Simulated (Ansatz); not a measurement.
System YN (space group Fm-3m, No. 225); source of the atomic positions: the geometry relaxed with DFT PBEsol, scalar-relativistic, plane waves, PAW in Ansatz 0.2.0.

```
Y N
1.0
     4.85631    0.00000    0.00000
     0.00000    4.85631    0.00000
     0.00000    0.00000    4.85631
Y N
4 4
Direct
  0.00000 0.00000 0.00000
  0.00000 0.50000 0.50000
  0.50000 0.00000 0.50000
  0.50000 0.50000 0.00000
  0.50000 0.00000 0.00000
  0.50000 0.50000 0.50000
  0.00000 0.00000 0.50000
  0.00000 0.50000 0.00000
```

Bonds are taken as N–Y below 2.7 Å. Atoms with one bond or none are removed and atoms with two bonds are replaced by edges, until no such atom is left.

Derive the underlying net.

The result is a uninodal 6-connected, three-periodic net: Y and N are 6-connected nodes. It is the pcu net, known from NaCl, ReO3 and the B-X framework of perovskite. It is a single net, without interpenetration.

```csv
node,links,point symbol,coordination sequence
Y and N,6,4^12.6^3,6 18 38 66 102 146
```

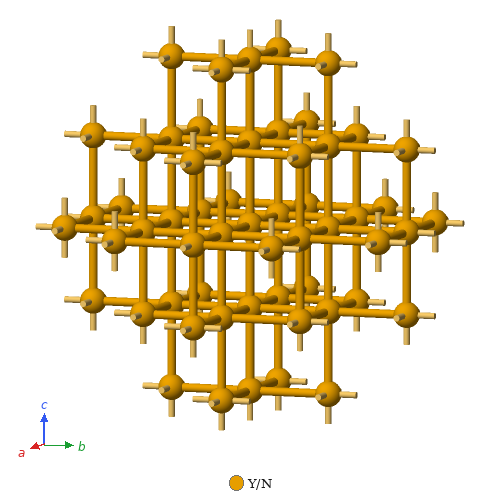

Nodes are coloured by topological kind. Edges to nodes outside the piece are drawn as stubs.
